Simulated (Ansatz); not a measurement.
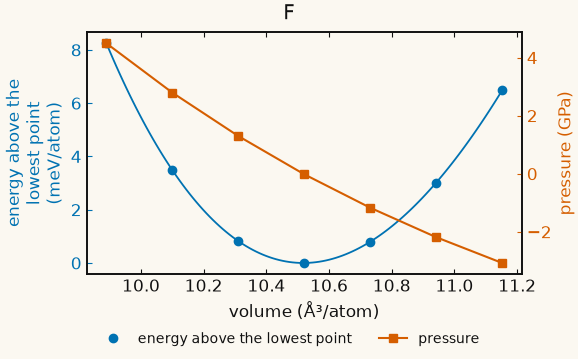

The figure shows the energy above the lowest point and pressure against volume for F, space group Pm-3m (No. 221) (one of a set of cubic test structures, which need not be the stable phase).

Method: equation of state of a cubic crystal from periodic Kohn-Sham density functional theory without spin, third-order Birch-Murnaghan fit to the free energies; pressure corrected for the finite basis (Ansatz 0.2.0 development build). Level: PBE.

```
                setting         value
         structure type  simple cubic
          atoms in cell             1
     space group number           221
       lattice centring  simple cubic
                 k mesh      25×25×25
      occupation method   Fermi–Dirac
       occupation width    0.06123 eV
            wave cutoff        700 eV
               datasets      hard PAW
      density tolerance      1e-09 eV
                  bands             8
   density cutoff ratio             4
search for lower states       default
```

Question: Give the fitted equation-of-state parameters.

Answer: A third-order Birch–Murnaghan fit gives V0 = 10.52 Å³/atom, B0 = 61.6 GPa and B′ = 5.5.

Question: How does the pressure vary with volume?

Answer: It falls from 4.493 GPa at volume 9.89 Å³/atom to −3.074 GPa at 11.15 Å³/atom, and changes sign near 10.52 Å³/atom.

Limits of the calculation: cubic model structure, not the ambient form; modest k-mesh, values are not fully converged in k; no spin polarisation, a magnetic state may lie lower.
